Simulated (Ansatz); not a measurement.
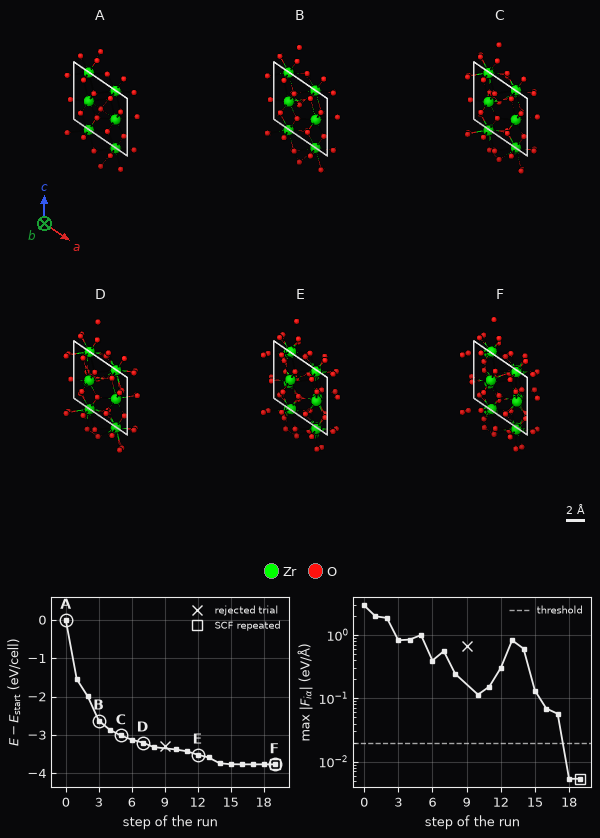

Frames of a relaxation of a defect cell of composition Zr$_{8}$O$_{17}$, marked on the history of the run. A ball-and-stick model of the cell of the calculation (origin shifted), seen along the b axis.

Case: O interstitial, charge +0, atoms relaxed.

These are results of DFT PBE, scalar-relativistic, plane waves, PAW in Ansatz, not measurements.

The input:
```yaml
crystal:
  lattice:
    - [0.0, -7.2420009861, 0.0]
    - [-7.2420009861, 0.0, 0.0]
    - [3.6210004931, 3.6210004931, -5.2824378565]
  atoms:
    - { symbol: Zr, position: [1.0, 0.5, 1.0] }
    - { symbol: Zr, position: [0.5, 0.5, 1.0] }
    - { symbol: Zr, position: [1.0, 1.0, 1.0] }
    - { symbol: Zr, position: [0.5, 1.0, 1.0] }
    - { symbol: Zr, position: [0.0, 0.0, 0.5] }
    - { symbol: Zr, position: [0.5, 0.0, 0.5] }
    - { symbol: Zr, position: [0.0, 0.5, 0.5] }
    - { symbol: Zr, position: [0.5, 0.5, 0.5] }
    - { symbol: O, position: [0.0964053074, 0.8464053074, 0.6928106148] }
    - { symbol: O, position: [0.5964053074, 0.8464053074, 0.6928106148] }
    - { symbol: O, position: [0.0964053074, 0.3464053074, 0.6928106148] }
    - { symbol: O, position: [0.5964053074, 0.3464053074, 0.6928106148] }
    - { symbol: O, position: [0.8464053074, 0.0964053074, 0.1928106148] }
    - { symbol: O, position: [0.3464053074, 0.0964053074, 0.1928106148] }
    - { symbol: O, position: [0.8464053074, 0.5964053074, 0.1928106148] }
    - { symbol: O, position: [0.3464053074, 0.5964053074, 0.1928106148] }
    - { symbol: O, position: [0.6535946926, 0.9035946926, 0.3071893852] }
    - { symbol: O, position: [0.1535946926, 0.9035946926, 0.3071893852] }
    - { symbol: O, position: [0.6535946926, 0.4035946926, 0.3071893852] }
    - { symbol: O, position: [0.1535946926, 0.4035946926, 0.3071893852] }
    - { symbol: O, position: [0.4035946926, 0.1535946926, 0.8071893852] }
    - { symbol: O, position: [0.9035946926, 0.1535946926, 0.8071893852] }
    - { symbol: O, position: [0.4035946926, 0.6535946926, 0.8071893852] }
    - { symbol: O, position: [0.9035946926, 0.6535946926, 0.8071893852] }
    - { symbol: O, position: [0.7222990479, 0.7391203402, 0.5067369097] }
basis:
  ecutwfc: 420
  xc_grid: 2
kpoints:
  mp_grid: { grid: [2, 2, 2], shift: [0.0, 0.0, 0.0] }
hamiltonian:
  xc: pbe
scf:
  occupations: { method: gaussian, width: 0.02 }
output:
  forces: true
  stress: false
  eigenvalues: true
relax:
  adjacent_minimum: "off"
  f_tol: 0.02
  max_steps: 60
```

Launched with:
```bash
ansatz run input.yaml --threads 4 --pin off --max-ram 8192MiB --backend cpu --events-out ev --progress --plain --runs-dir out
```

Question: What happens along the run?

Answer: Over 17 accepted moves (19 points after the start) the energy falls by 3.770 eV per cell of the calculation. The largest force component goes from 2.9 to 0.0053 eV/Å. The line search rejected the trial step at point 9 of the run. 1 step only repeated the SCF at the same geometry. The atom that moves furthest is O25 (1.43 Å along [−2 1 2]). By element the largest moves are O 1.43 Å, Zr 0.46 Å. The cell stays as it was. Some distances before and after: Zr7–O25 2.657 → 4.118 Å, Zr3–O10 2.431 → 3.698 Å, Zr6–O21 2.431 → 3.519 Å, Zr8–O16 2.431 → 3.463 Å. Bonds break: Zr1–O18 (2.43 → 3.38 Å), Zr2–O11 (2.43 → 3.31 Å), Zr2–O25 (2.69 → 3.59 Å), Zr3–O10 (2.43 → 3.70 Å). Bond angles that change, for instance: Zr6–O25–Zr8 97.5° → 142.1°, Zr4–O10–Zr6 109.1° → 140.3°, Zr2–O21–Zr5 109.1° → 131.2°. From step 0 to 3: O25 moves most (0.48 Å), energy −2.628 eV per cell of the calculation. From step 3 to 5: O10 moves most (0.40 Å), energy −0.387 eV per cell of the calculation. From step 5 to 7: O atoms move most (0.27 Å), energy −0.187 eV per cell of the calculation. From step 7 to 12: O24 moves most (0.51 Å), energy −0.314 eV per cell of the calculation. From step 12 to 19: O atoms move most (0.38 Å), energy −0.253 eV per cell of the calculation.

```tsv
step	E − E(0), meV/atom	largest force component, eV/Å	note
0	0.00	2.9385	
1	-61.96	1.9784	
2	-79.87	1.8636	
3	-105.12	0.8275	
4	-114.72	0.8468	
5	-120.58	0.9995	
6	-125.04	0.3960	
7	-128.07	0.5562	
8	-132.79	0.2437	
9	-131.84	0.6762	rejected
10	-135.26	0.1144	
11	-137.11	0.1534	
12	-140.65	0.3013	
13	-143.62	0.8260	
14	-149.61	0.6107	
15	-150.64	0.1328	
16	-150.76	0.0690	
17	-150.78	0.0571	
18	-150.78	0.0054	
19	-150.78	0.0053	same geometry, SCF repeated
```

Limits of the set-up: the periodic images lie only 7.2 Å apart, so the values are limited by the cell's size.
